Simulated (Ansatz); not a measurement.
**Ge: one change and its effect**

System: Ge (1 atom in the cell).
Method of run A: Kohn-Sham DFT of a periodic cell, PBEsol with D3(BJ)-ATM, Ansatz PAW, no spin polarisation (Ansatz 0.2.0).

The structure derives from a Materials Project entry. Text and figures count atoms from 1; the logs count them from 0 in places.

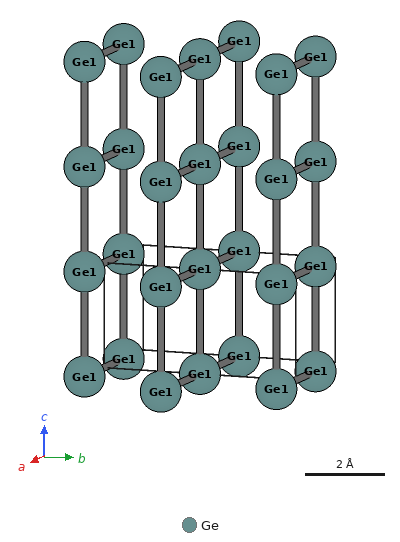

Fig. 1: The input geometry (ball-and-stick view of the cell 2 times as large as that of the calculation, set on its symmetry axes, repeated 2 × 1 × 3, seen slightly off an axis; atoms are numbered from 1 in the order of the input).

Input file, run A:
```yaml
crystal:
  lattice:
    - [1.397149, -2.600516, 0.0]
    - [1.397149, 2.600516, 0.0]
    - [0.0, 0.0, 2.698231]
  atoms:
    - { symbol: Ge, position: [0.5, 0.5, 0.0] }
hamiltonian:
  xc: pbesol
  pseudopotentials: { kind: paw }
  dispersion: d3bjatm
kpoints:
  mp_grid: { grid: [11, 11, 10] }
scf:
  occupations: { method: fermi_dirac, width: 0.05 }
output:
  forces: true
  stress: true
  eigenvalues: true
  write_density: true
  write_potential: true
  elf: true
  volumetric_format: npy
relax:
  f_tol: 0.01
  max_steps: 40
  cell: { stress_tol: 0.05 }
```

Command:
```bash
ansatz run input.yaml --threads 2 --pin off --max-ram 5632MiB --backend cpu --events-out ev --progress --plain --runs-dir out
```

Hardware: 2 threads of AMD EPYC (Zen 3), 192 GiB of memory available, shared host.

Output, shortened to warnings, some set-up lines, iterations and results (run A):
```
Basis set: ecut = 420 eV, 397 PW (Γ), exchange–correlation on 40×40×40 points (8 copies of the dense FFT grid, shifted against one another)
Symmetry: 8 space group operations
k-points: 216 of 1210
Initial density: superposition of atomic densities (neutral atoms: chi_scale 0, normalization atom), corrected by the library's trained network
[...]
SCF iter   1: F=—  HF=-4253.592786 eV  |F-HF|=—  |Δ(HF+E_count)|=         —  Δρ=2.14e-3  dr2=5.91e-4  ethr=1.77e-3  ⟨swp⟩=5.7  Hψ=13884  notcnv=0
SCF iter   2: F=—  HF=-4253.592323 eV  |F-HF|=—  |Δ(HF+E_count)|=   4.63e-4  Δρ=1.14e-3  dr2=2.39e-4  ethr=4.22e-6  ⟨swp⟩=2.0  Hψ=5349  notcnv=0
SCF iter   3: F=—  HF=-4253.592286 eV  |F-HF|=—  |Δ(HF+E_count)|=   3.64e-5  Δρ=3.08e-4  dr2=1.40e-5  ethr=1.71e-6  ⟨swp⟩=1.2  Hψ=2416  notcnv=0
SCF iter   4: F=—  HF=-4253.592275 eV  |F-HF|=—  |Δ(HF+E_count)|=   1.09e-5  Δρ=4.05e-5  dr2=1.68e-7  ethr=9.98e-8  ⟨swp⟩=1.3  Hψ=2493  notcnv=0
SCF iter   5: F=-4253.592275 eV  HF=-4253.592275 eV  |F-HF|=1.25e-9  |Δ(HF+E_count)|=   7.50e-8  Δρ=3.73e-6  dr2=1.69e-9  ethr=1.20e-9  ⟨swp⟩=2.4  Hψ=3414  notcnv=0
[... 33 lines ...]
SCF iter   3: F=—  HF=-4253.637697 eV  |F-HF|=—  |Δ(HF+E_count)|=   6.91e-8  Δρ=1.30e-5  dr2=7.25e-9  ethr=1.15e-9  ⟨swp⟩=2.5  Hψ=3730  notcnv=0
SCF iter   4: F=—  HF=-4253.637697 eV  |F-HF|=—  |Δ(HF+E_count)|=   3.00e-9  Δρ=2.04e-6  dr2=3.42e-10  ethr=5.18e-11  ⟨swp⟩=2.0  Hψ=3834  notcnv=0
SCF iter   5: F=-4253.637697 eV  HF=-4253.637697 eV  |F-HF|=0.00e0  |Δ(HF+E_count)|=  2.09e-11  Δρ=6.02e-8  dr2=3.85e-13  ethr=1.00e-12  ⟨swp⟩=3.8  Hψ=9274  notcnv=0
SCF 7 converged in 5 iterations: F = -4253.637697 eV  dr2 = 3.85e-13
relax step   7: F+E_penalty+E_count = -4253.63769651 eV  Δ(F+E_penalty+E_count) = +3.961e-4 eV  max|allowed force component| = 0.000e0 eV/Å  Δτ_max = 0.0000 Å  P = -0.002 GPa …
basis re-selected at this cell: Δ(F+E_penalty+E_count) = +3.961e-4 eV, ΔP = +0.008 GPa vs the last step (what re-selecting the basis moved, of the pressure what is left beyond the Pulay correction that the steps carried, after the strain that the cell walked since its last selection, with what the …
SCF converged after 5 iterations
Free energy (F): -4253.637697 eV
Harris-Foulkes:  -4253.637697 eV  (|F-HF|=0.00e0)
Internal energy: -4253.633604 eV  (E = F + TS)
E sigma→0 (E₀):  -4253.635650 eV
Entropy (-TS):   -0.004093 eV (-4.093 meV/atom)
Fermi energy:    11.761729 eV
--- Per-component energies (eV) ---
  E_band       = -104.160865
  E_kinetic    = 111.705261
  E_local      = -2110.242407  (includes V_loc(G=0)·N_el)
  E_nonlocal   = 418.181432
  E_hartree    = 925.441728
  E_xc         = -75.573993
  E_vxc        = -65.453884  (∫ρ·V_xc dr)
  E_paw        = -1976.943579  (= ΣΔE_a)
  E_vpaw       = -309.235057  (= ΣTr[D̂ρ^β])
  E_aug_tail   = 0.000333  (compensation charges beyond the density's cutoff)
  E_ewald      = -1546.793312
  E_disp       = -0.327004  (pairwise vdW)
  E_core_change = 0.917936  (= ΣΔE_core)
  E_smearing   = -0.004093  (= −TS)
  E_closure    = 0.000000  (closes the sum)
  Σ components = -4253.637697   (vs F -4253.637697, Δ=0.00e0)
--- Forces (eV/Å), atoms counted from 1 ---
  atom   1  Ge     0.00000000     0.00000000     0.00000000
  max |Σ_I F_I| component: 0.00e0 eV/Å
--- Stress (GPa, compression-positive) ---
        0.005197       0.000000       0.000000
        0.000000      -0.009381       0.000000
        0.000000       0.000000      -0.002438
  P = ⅓ Tr σ = -0.0022 GPa (-0.022 kbar)
--- Relaxed structure (6 steps of the walk, 6 accepted, 1 SCFs on fresh bases) ---
  F+E_penalty+E_count = -4253.63769651 eV   max|allowed force component| = 0.000e0 eV/Å   (the final SCF, on the basis selected at the relaxed cell)
  cell:  # Å, volume = 17.7686 Å³
    - [1.381062923460677, -2.4376605447047606, 0.0]
    - [1.381062923460677, 2.4376605447047606, 0.0]
    - [0.0, 0.0, 2.6389765531119296]
  atoms:
    - { symbol: Ge, position: [0.5, 0.5, 0.0] }
```

For run B the input was changed thus:
```diff
-  dispersion: d3bjatm
+  dispersion: d3bj
```

How does run B compare with run A?

The total energies belong to different models, so their difference says nothing on which is more stable or more accurate. The volume per atom goes from 17.77 to 17.69 Å³. The number of SCF iterations is the same.

Output, shortened to warnings, some set-up lines, iterations and results (run B):
```
Basis set: ecut = 420 eV, 397 PW (Γ), exchange–correlation on 40×40×40 points (8 copies of the dense FFT grid, shifted against one another)
Symmetry: 8 space group operations
k-points: 216 of 1210
Initial density: superposition of atomic densities (neutral atoms: chi_scale 0, normalization atom), corrected by the library's trained network
[...]
SCF iter   1: F=—  HF=-4253.609526 eV  |F-HF|=—  |Δ(HF+E_count)|=         —  Δρ=2.14e-3  dr2=5.91e-4  ethr=1.77e-3  ⟨swp⟩=5.7  Hψ=13884  notcnv=0
SCF iter   2: F=—  HF=-4253.609063 eV  |F-HF|=—  |Δ(HF+E_count)|=   4.63e-4  Δρ=1.14e-3  dr2=2.39e-4  ethr=4.22e-6  ⟨swp⟩=2.0  Hψ=5349  notcnv=0
SCF iter   3: F=—  HF=-4253.609026 eV  |F-HF|=—  |Δ(HF+E_count)|=   3.64e-5  Δρ=3.08e-4  dr2=1.40e-5  ethr=1.71e-6  ⟨swp⟩=1.2  Hψ=2416  notcnv=0
SCF iter   4: F=—  HF=-4253.609015 eV  |F-HF|=—  |Δ(HF+E_count)|=   1.09e-5  Δρ=4.05e-5  dr2=1.68e-7  ethr=9.98e-8  ⟨swp⟩=1.3  Hψ=2493  notcnv=0
SCF iter   5: F=-4253.609015 eV  HF=-4253.609015 eV  |F-HF|=1.25e-9  |Δ(HF+E_count)|=   7.50e-8  Δρ=3.73e-6  dr2=1.69e-9  ethr=1.20e-9  ⟨swp⟩=2.4  Hψ=3414  notcnv=0
[... 33 lines ...]
SCF iter   3: F=—  HF=-4253.658193 eV  |F-HF|=—  |Δ(HF+E_count)|=   7.31e-8  Δρ=1.36e-5  dr2=7.98e-9  ethr=1.23e-9  ⟨swp⟩=2.5  Hψ=3721  notcnv=0
SCF iter   4: F=—  HF=-4253.658193 eV  |F-HF|=—  |Δ(HF+E_count)|=   3.31e-9  Δρ=2.13e-6  dr2=3.69e-10  ethr=5.70e-11  ⟨swp⟩=2.0  Hψ=3832  notcnv=0
SCF iter   5: F=-4253.658193 eV  HF=-4253.658193 eV  |F-HF|=9.09e-13  |Δ(HF+E_count)|=  2.36e-11  Δρ=6.16e-8  dr2=3.96e-13  ethr=1.00e-12  ⟨swp⟩=3.9  Hψ=9303  notcnv=0
SCF 7 converged in 5 iterations: F = -4253.658193 eV  dr2 = 3.96e-13
relax step   7: F+E_penalty+E_count = -4253.65819251 eV  Δ(F+E_penalty+E_count) = +4.149e-4 eV  max|allowed force component| = 0.000e0 eV/Å  Δτ_max = 0.0000 Å  P = -0.007 GPa …
basis re-selected at this cell: Δ(F+E_penalty+E_count) = +4.149e-4 eV, ΔP = +0.008 GPa vs the last step (what re-selecting the basis moved, of the pressure what is left beyond the Pulay correction that the steps carried, after the strain that the cell walked since its last selection, with what the …
SCF converged after 5 iterations
Free energy (F): -4253.658193 eV
Harris-Foulkes:  -4253.658193 eV  (|F-HF|=9.09e-13)
Internal energy: -4253.654145 eV  (E = F + TS)
E sigma→0 (E₀):  -4253.656169 eV
Entropy (-TS):   -0.004047 eV (-4.047 meV/atom)
Fermi energy:    11.831270 eV
--- Per-component energies (eV) ---
  E_band       = -103.270568
  E_kinetic    = 111.775563
  E_local      = -2106.713183  (includes V_loc(G=0)·N_el)
  E_nonlocal   = 418.214645
  E_hartree    = 924.113927
  E_xc         = -75.608542
  E_vxc        = -65.499867  (∫ρ·V_xc dr)
  E_paw        = -1976.966266  (= ΣΔE_a)
  E_vpaw       = -309.275903  (= ΣTr[D̂ρ^β])
  E_aug_tail   = 0.000325  (compensation charges beyond the density's cutoff)
  E_ewald      = -1549.039573
  E_disp       = -0.348977  (pairwise vdW)
  E_core_change = 0.917936  (= ΣΔE_core)
  E_smearing   = -0.004047  (= −TS)
  E_closure    = 0.000000  (closes the sum)
  Σ components = -4253.658193   (vs F -4253.658193, Δ=0.00e0)
--- Forces (eV/Å), atoms counted from 1 ---
  atom   1  Ge    -0.00000000     0.00000000     0.00000000
  max |Σ_I F_I| component: 5.05e-29 eV/Å
--- Stress (GPa, compression-positive) ---
       -0.010905      -0.000000       0.000000
       -0.000000      -0.014478      -0.000000
        0.000000      -0.000000       0.005085
  P = ⅓ Tr σ = -0.0068 GPa (-0.068 kbar)
--- Relaxed structure (6 steps of the walk, 6 accepted, 1 SCFs on fresh bases) ---
  F+E_penalty+E_count = -4253.65819251 eV   max|allowed force component| = 0.000e0 eV/Å   (the final SCF, on the basis selected at the relaxed cell)
  cell:  # Å, volume = 17.6914 Å³
    - [1.3789042692293132, -2.4346914218074778, 0.0]
    - [1.3789042692293132, 2.4346914218074778, 0.0]
    - [0.0, 0.0, 2.6348426834903584]
  atoms:
    - { symbol: Ge, position: [0.49999999999999994, 0.49999999999999994, 0.0] }
```

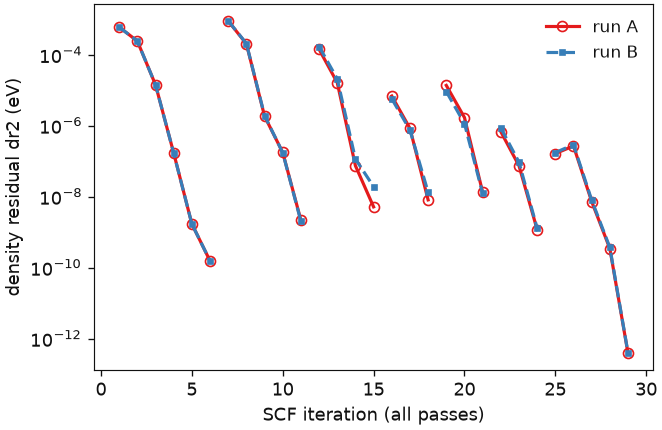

Fig. 2: Convergence of the two runs: density residual dr2 against the SCF iteration. A break in a curve parts two SCF passes. Run A takes 29 iterations in all, and run B takes 29.

The two runs side by side:

```csv
quantity,run A,run B
outcome,converged,converged
free energy per atom (eV),−4253.6377,−4253.6582
"energy per atom, smearing taken to zero (eV)",−4253.6357,−4253.6562
gap on the mesh (eV),0.00,0.00
pressure (GPa),0.00,−0.01
volume per atom (Å³),17.77,17.69
largest force (eV/Å),0.000,0.000
SCF iterations,29,29
irreducible k-points,216,216
wall time (shared host),8.9 s,9.3 s
```
